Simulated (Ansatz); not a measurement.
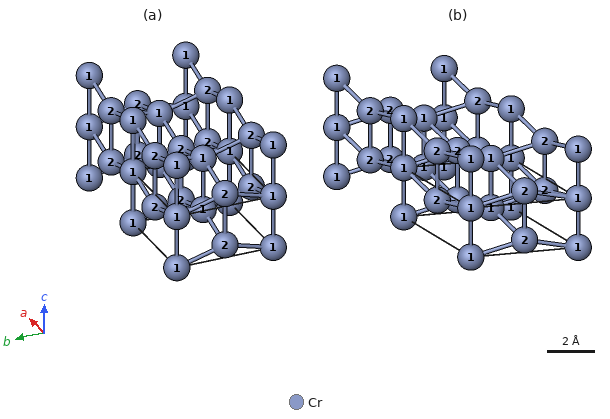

The structure of a crystal of Cr (a generated structure, set up in I4_1/amd) before (left) and after (right) a relaxation, at one scale.

The picture is a ball-and-stick view of the conventional cell (2 times the calculation's cell), repeated 2 × 1 × 2 with one cell outlined, seen from a free direction. Lengths and directions refer to the drawn axes.

Phase: beta-Sn type.

The calculation used DFT, r2SCAN, plane waves (500 eV) with PAW, scalar-relativistic in Ansatz.

Input
```yaml
crystal:
  lattice:
    - [-2.2592229202, 2.2592229202, 1.2335357144]
    - [2.2592229202, -2.2592229202, 1.2335357144]
    - [2.2592229202, 2.2592229202, -1.2335357144]
  atoms:
    - { symbol: Cr, position: [0.0, 0.0, 0.0], spin: 1.5 }
    - { symbol: Cr, position: [0.75, 0.25, 0.5], spin: 1.5 }
hamiltonian:
  xc: r2scan
  pseudopotentials:
    kind: paw
    azcp:
      Cr: "pseudopotentials/Cr.paw.azcp"
basis:
  ecutwfc: 500
  fft_grid_basis: typed
kpoints:
  mp_grid: { grid: [14, 14, 10], shift: [0, 0, 0] }
magnetization:
  spin_polarized: true
scf:
  occupations: { method: fermi_dirac, width: 0.05 }
relax:
  max_steps: 60
  f_tol: 0.01
  cell: {}
```

Command:
```bash
ansatz run input.yaml --threads 1 --pin off --max-ram 3584MiB --backend cpu --events-out ev --progress --plain --runs-dir out
```

What changed between the two?

Answer. The run was cut off at its time limit before the program reported convergence, but its last step already meets the force threshold: the largest component is 0.00012 eV/Å against 0.01 eV/Å. The pressure is within 0.01 GPa of its target. After 13 accepted moves (14 points after the start) the energy has fallen by 1.149 eV per cell of the calculation. Largest force component: 0.0077 eV/Å at the start, 0.00012 eV/Å at the end. The pressure goes from −8.70 to 0.01 GPa. The SCF was repeated once at an unchanged geometry on a basis and grid sized afresh for the cell, which shifted the energy by 8.2 meV per cell of the calculation at most. No atom moves by more than 0.005 Å relative to the cell. The volume changes by −8.5 %, with a = b 4.518 → 4.670 Å (+3.4 %), c 2.467 → 2.366 Å (−4.1 %), γ 90.0° → 63.3°. Some distances before and after: Cr1–Cr1 3.425 → 2.720 Å, Cr1–Cr1 (another image) 2.467 → 2.366 Å, Cr1–Cr2 2.342 → 2.409 Å. Bond angles that change, for instance: Cr2–Cr1–Cr2 94.0° → 68.7°, Cr2–Cr1–Cr2 94.0° → 118.9°, Cr2–Cr1–Cr2 149.5° → 151.6°. The space group (tolerance 0.01 Å) goes from I4_1/amd (No. 141) to Fddd (No. 70). The program noted that the starting moments weren't kept.
